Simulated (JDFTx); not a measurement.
## Band-structure run of GaN

GaN (2 atoms in the cell), computed with Kohn-Sham DFT of a periodic cell, TASK, SG15-PBE-1.2, no spin polarisation (JDFTx 1.7.0 (patched build)).

The structure derives from a Materials Project entry.

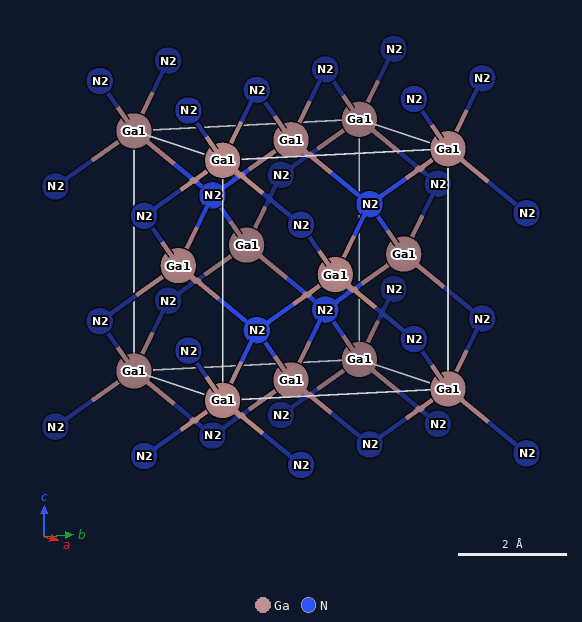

Figure 1. The input geometry (ball-and-stick view of the cell 4 times as large as that of the calculation, set on its symmetry axes, seen slightly off an axis; neighbours outside the cell are drawn fainter; atoms are numbered from 1 in the order of the input).

## Input file
```
lattice \
    0.0000000000     4.2584989699     4.2584989699 \
    4.2584989699     0.0000000000     4.2584989699 \
    4.2584989699     4.2584989699     0.0000000000
coords-type Lattice
ion Ga     0.0000000000     0.0000000000     0.0000000000 1
ion N      0.2500000000     0.2500000000     0.2500000000 1

ion-species pseudo/Ga.upf
ion-species pseudo/N.upf
elec-cutoff 40 320
elec-ex-corr mgga-x-task lda-c-pw
elec-smearing Fermi 0.0018374661
elec-n-bands 15
electronic-minimize nIterations 30 energyDiffThreshold 1e-06
davidson-band-ratio 1.3
forces-output-coords Cartesian
include path.kpoints
symmetries none
fix-electron-density run.$VAR

dump-name bands.$VAR
dump End Ecomponents EigStats BandEigs Kpoints Forces
```

## File path.kpoints
```
kpoint +0.0000000000 +0.0000000000 +0.0000000000 0.020000000000
kpoint +0.0714285714 +0.0000000000 +0.0714285714 0.020000000000
kpoint +0.1428571429 +0.0000000000 +0.1428571429 0.020000000000
kpoint +0.2142857143 +0.0000000000 +0.2142857143 0.020000000000
kpoint +0.2857142857 +0.0000000000 +0.2857142857 0.020000000000
kpoint +0.3571428571 +0.0000000000 +0.3571428571 0.020000000000
kpoint +0.4285714286 +0.0000000000 +0.4285714286 0.020000000000
kpoint +0.5000000000 +0.0000000000 +0.5000000000 0.020000000000
kpoint +0.5000000000 +0.0833333333 +0.5833333333 0.020000000000
kpoint +0.5000000000 +0.1666666667 +0.6666666667 0.020000000000
kpoint +0.5000000000 +0.2500000000 +0.7500000000 0.020000000000
kpoint +0.4375000000 +0.3125000000 +0.7500000000 0.020000000000
kpoint +0.3750000000 +0.3750000000 +0.7500000000 0.020000000000
kpoint +0.3281250000 +0.3281250000 +0.6562500000 0.020000000000
kpoint +0.2812500000 +0.2812500000 +0.5625000000 0.020000000000
kpoint +0.2343750000 +0.2343750000 +0.4687500000 0.020000000000
kpoint +0.1875000000 +0.1875000000 +0.3750000000 0.020000000000
kpoint +0.1406250000 +0.1406250000 +0.2812500000 0.020000000000
kpoint +0.0937500000 +0.0937500000 +0.1875000000 0.020000000000
kpoint +0.0468750000 +0.0468750000 +0.0937500000 0.020000000000
kpoint +0.0000000000 +0.0000000000 +0.0000000000 0.020000000000
kpoint +0.0833333333 +0.0833333333 +0.0833333333 0.020000000000
kpoint +0.1666666667 +0.1666666667 +0.1666666667 0.020000000000
kpoint +0.2500000000 +0.2500000000 +0.2500000000 0.020000000000
kpoint +0.3333333333 +0.3333333333 +0.3333333333 0.020000000000
kpoint +0.4166666667 +0.4166666667 +0.4166666667 0.020000000000
kpoint +0.5000000000 +0.5000000000 +0.5000000000 0.020000000000
kpoint +0.5250000000 +0.4500000000 +0.5250000000 0.020000000000
kpoint +0.5500000000 +0.4000000000 +0.5500000000 0.020000000000
kpoint +0.5750000000 +0.3500000000 +0.5750000000 0.020000000000
kpoint +0.6000000000 +0.3000000000 +0.6000000000 0.020000000000
kpoint +0.6250000000 +0.2500000000 +0.6250000000 0.020000000000
kpoint +0.5625000000 +0.2500000000 +0.6875000000 0.020000000000
kpoint +0.5000000000 +0.2500000000 +0.7500000000 0.020000000000
kpoint +0.5000000000 +0.2916666667 +0.7083333333 0.020000000000
kpoint +0.5000000000 +0.3333333333 +0.6666666667 0.020000000000
kpoint +0.5000000000 +0.3750000000 +0.6250000000 0.020000000000
kpoint +0.5000000000 +0.4166666667 +0.5833333333 0.020000000000
kpoint +0.5000000000 +0.4583333333 +0.5416666667 0.020000000000
kpoint +0.5000000000 +0.5000000000 +0.5000000000 0.020000000000
kpoint +0.4791666667 +0.4791666667 +0.5416666667 0.020000000000
kpoint +0.4583333333 +0.4583333333 +0.5833333333 0.020000000000
kpoint +0.4375000000 +0.4375000000 +0.6250000000 0.020000000000
kpoint +0.4166666667 +0.4166666667 +0.6666666667 0.020000000000
kpoint +0.3958333333 +0.3958333333 +0.7083333333 0.020000000000
kpoint +0.3750000000 +0.3750000000 +0.7500000000 0.020000000000
kpoint +0.6250000000 +0.2500000000 +0.6250000000 0.020000000000
kpoint +0.5833333333 +0.1666666667 +0.5833333333 0.020000000000
kpoint +0.5416666667 +0.0833333333 +0.5416666667 0.020000000000
kpoint +0.5000000000 +0.0000000000 +0.5000000000 0.020000000000
```

Launch command:
```bash
jdftx -c 1 -i bands.in -o bands.out
```

## Log
```
*************** JDFTx 1.7.0 (patched build) ***************

Input parsed successfully to the following command list (including defaults):
[... the input with its defaults ...]

---------- Initializing the Grid ----------
R =
[            0       4.2585       4.2585  ]
[       4.2585            0       4.2585  ]
[       4.2585       4.2585            0  ]
unit cell volume = 154.454
G =
[  -0.737723   0.737723   0.737723  ]
[   0.737723  -0.737723   0.737723  ]
[   0.737723   0.737723  -0.737723  ]
Minimum fftbox size, Smin = [  52  52  52  ]
Chosen fftbox size, S = [  54  54  54  ]

---------- Initializing tighter grid for wavefunction operations ----------
R =
[            0       4.2585       4.2585  ]
[       4.2585            0       4.2585  ]
[       4.2585       4.2585            0  ]
unit cell volume = 154.454
G =
[  -0.737723   0.737723   0.737723  ]
[   0.737723  -0.737723   0.737723  ]
[   0.737723   0.737723  -0.737723  ]
Minimum fftbox size, Smin = [  36  36  36  ]
Chosen fftbox size, S = [  36  36  36  ]

---------- Exchange Correlation functional ----------
Initialized LibXC exchange functional 'TASK exchange of Aschebrock and Kuemmel'
Initialized LibXC correlation functional 'Perdew & Wang'

---------- Setting up pseudopotentials ----------
Width of ionic core gaussian charges (only for fluid interactions / plotting) set to 0

Reading pseudopotential file 'pseudo/Ga.upf':
  'Ga' pseudopotential, 'PBE' functional
  Generated using ONCVPSP code by D. R. Hamann
  13 valence electrons, 0 orbitals, 6 projectors, 602 radial grid points, with lMax = 2
  Core radius for overlap checks: 2.11 bohrs.

Reading pseudopotential file 'pseudo/N.upf':
  'N' pseudopotential, 'PBE' functional
  Generated using ONCVPSP code by D. R. Hamann
  5 valence electrons, 0 orbitals, 4 projectors, 602 radial grid points, with lMax = 1
  Core radius for overlap checks: 1.35 bohrs.

Initialized 2 species with 2 total atoms.

Folded 50 k-points by 1x1x1 to 50 k-points.

---------- Setting up k-points, bands, fillings ----------
No reducable k-points.
Computing the number of bands and number of electrons
Calculating initial fillings.
nElectrons:  18.000000   nBands: 15   nStates: 50

----- Setting up reduced wavefunction bases (one per k-point) -----
average nbasis = 1863.920 , ideal nbasis = 1866.309

---------- Setting up ewald sum ----------
Optimum gaussian width for ewald sums = 1.934137 bohr.
Real space sum over 1331 unit cells with max indices [  5  5  5  ]
Reciprocal space sum over 2197 terms with max indices [  6  6  6  ]

---------- Allocating electronic variables ----------
Reading n from file 'run.n' ... done
Reading tau from file 'run.tau' ... done
Initializing wave functions:  (No orbitals for LCAO)  bandwidth-limited random numbers

----------- Band structure minimization -------------
Minimization will be done independently for each quantum number.

---- Minimization of quantum number:     0  [ +0.0000000 +0.0000000 +0.0000000 ]  0.040000000 ----
BandDavidson: Iter:   0  Eband: +0.540127274414956
BandDavidson: Iter:   1  Eband: +0.446666241423597  dEband: -9.346103e-02
BandDavidson: Iter:   2  Eband: +0.352270767397565  dEband: -9.439547e-02
BandDavidson: Iter:   3  Eband: +0.273931562292713  dEband: -7.833921e-02
[... 804 lines of inner loops ...]
BandDavidson: Iter:  12  Eband: +0.208581779959039  dEband: -1.192723e-06
BandDavidson: Iter:  13  Eband: +0.208581481447514  dEband: -2.985115e-07
BandDavidson: Converged (dEband<1.000000e-06)
	FillingsUpdate:  mu: +0.422250371  nElectrons: 18.000000

Dumping 'bands.eigStats' ...
	eMin: -0.280290 at state 0 ( [ +0.000000 +0.000000 +0.000000 ] spin 0 )
	HOMO: +0.380539 at state 20 ( [ +0.000000 +0.000000 +0.000000 ] spin 0 )
	mu  : +0.422250
	LUMO: +0.461635 at state 20 ( [ +0.000000 +0.000000 +0.000000 ] spin 0 )
	eMax: +1.294764 at state 47 ( [ -0.416667 +0.166667 -0.416667 ] spin 0 )
	HOMO-LUMO gap: +0.081096
	Optical gap  : +0.081096 at state 20 ( [ +0.000000 +0.000000 +0.000000 ] spin 0 )
Done!
```

## Results in brief

```csv
quantity,value
outcome,converged
space group (tolerance 0.01 Å),F-43m (216)
electrons treated,18
gap on the band path,2.21 eV
hardware,"1 thread of Arm Neoverse V1, 24 GiB of memory available, shared host"
wall time,75 s
peak memory,0.08 GiB
```

## Remarks

Points of doubt noted for this run: metagga forces on grid.
